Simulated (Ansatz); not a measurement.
Input file:

```
crystal:
  lattice:
    - [3.5723494721, -0.0003715344, 0.0114977225]
    - [-1.7859056713, 3.0938069203, 0.00044295]
    - [-0.0502095935, -0.0313158045, 16.9832909364]
  atoms:
    - { symbol: Mg, position: [0.5832119423, 0.416535841, 0.1771885109] }
    - { symbol: Mg, position: [0.9165984, 0.0833667454, 0.6772871673] }
    - { symbol: Mg, position: [0.2501236722, 0.7499324694, 0.8227224455] }
    - { symbol: Mg, position: [0.2503857766, 0.7503021503, 0.3228203941] }
    - { symbol: Mg, position: [0.9165103013, 0.0831273124, 0.999392816] }
    - { symbol: Mg, position: [0.5834016364, 0.4168385985, 0.4994906965] }
    - { symbol: S, position: [0.249683714, 0.7497118388, 0.0886297124] }
    - { symbol: S, position: [0.2498931844, 0.7501024172, 0.5887164893] }
    - { symbol: S, position: [0.9168836772, 0.0835405802, 0.4119198459] }
    - { symbol: S, position: [0.5833076956, 0.4165420466, 0.911831922] }
basis:
  ecutwfc: 420
kpoints:
  mp_grid: { grid: [10, 10, 2] }
hamiltonian:
  xc: pbe
scf:
  occupations: { method: gaussian, width: 0.1 }
output:
  forces: true
  stress: true
  eigenvalues: true
  write_density: true
  write_potential: true
  elf: true
  volumetric_format: npy
relax:
  adjacent_minimum: "off"
  f_tol: 0.01
  max_steps: 30
  cell: { stress_tol: 0.1, fix: [volume] }
```

Launched as:

```sh
ansatz run input.yaml --threads 1 --pin off --max-ram 2560MiB --backend cpu --events-out ev --progress --plain --runs-dir out
```

Below, planes, directions and counts refer to the conventional cell (a = 3.57 Å, b = 3.57 Å, c = 16.99 Å, α = 90.00°, β = 90.00°, γ = 120.00°).

The fields are those of the run's last geometry, not of the input's.

Space group P6₃mc; a generated structure, not necessarily the stable one; changed on purpose from its base cell (volume × 0.94, shape and atoms relaxed); computed pressure about 4 GPa in this cell.

Method: DFT PBE, scalar-relativistic, plane waves, PAW in Ansatz.

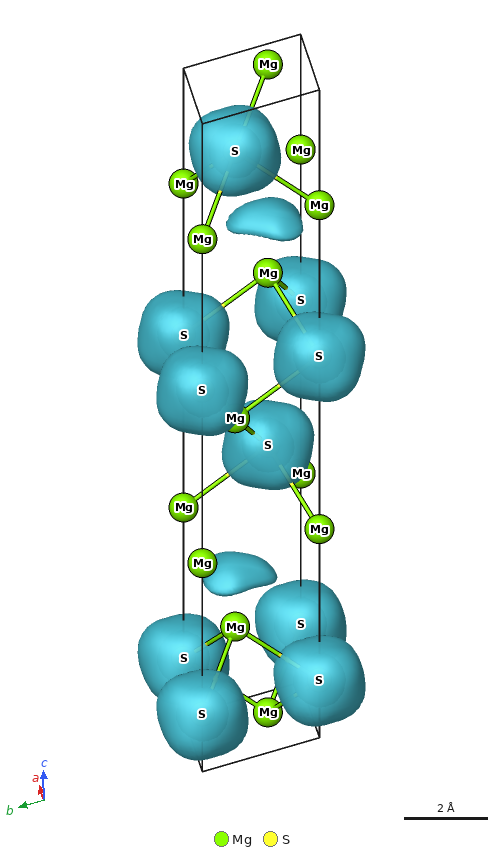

Mg₃S₂. Isosurface of the ELF at 0.8 (cyan), seen at an oblique angle. Only the valence region is drawn (cores and ρ < 0.01 e/Å³ removed). Sticks mark near contacts.

### Where are the electrons localised?

The ELF exceeds this value in four regions wrapped around S (the valence shell of each) and two pockets between the atoms, centred on no nucleus (multi-centre or interstitial), counted in one cell of 10 atoms. Any copies at cell faces, edges or corners count once. Profiles from the grid: Mg–S (2.55 Å): the ELF peaks at about 0.90 in the valence shell of S, 0.9 Å from its nucleus, and is about 0.75 at the midpoint.

### Metal or insulator at this level of theory?

It is gapless in this calculation (a metal or semimetal).
